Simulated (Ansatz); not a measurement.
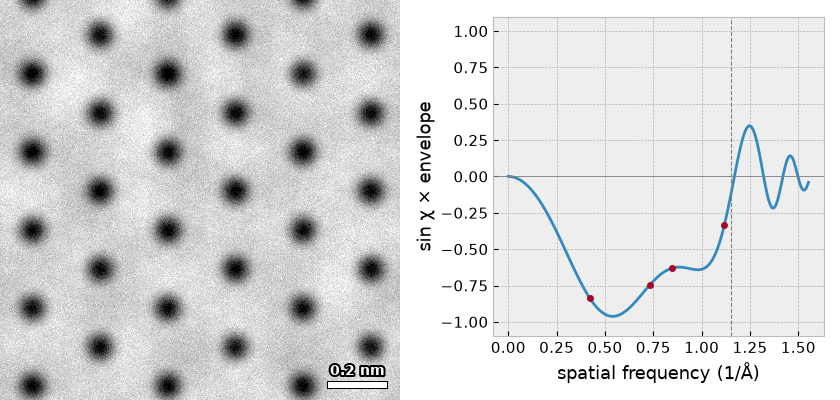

HRTEM-like image of Ge (Im-3m, No. 229) along [111]. Simulated in the weak-phase-object approximation with neutral-atom potentials: 300 kV, Cs = 40 µm, defocus −106 Å (negative is underfocus), defocus spread 15 Å, aperture 1.15 1/Å. Shot noise and the speckle of an amorphous layer were added. Structure: a calculation's starting geometry; the starting structure was generated, so it need not be a known form of this composition.

The plot gives the contrast transfer function, the aperture (dashed) and the crystal's spatial frequencies that carry visible contrast (dots).

Question: Do the atom columns appear dark or bright, and why?

Answer: Dark. With positive Cs and underfocus sin χ is negative over the pass band, so the strongest columns (Ge) come out darker than the background.

Question: What point resolution do these settings give, and which lattice spacings pass?

Answer: About 0.9 Å (0.66 |Cs|^(1/4) λ^(3/4) with λ = 0.0197 Å). The spacings that carry visible contrast are {110} at 2.37 Å, {211} at 1.37 Å, {220} at 1.18 Å, {321} at 0.89 Å.
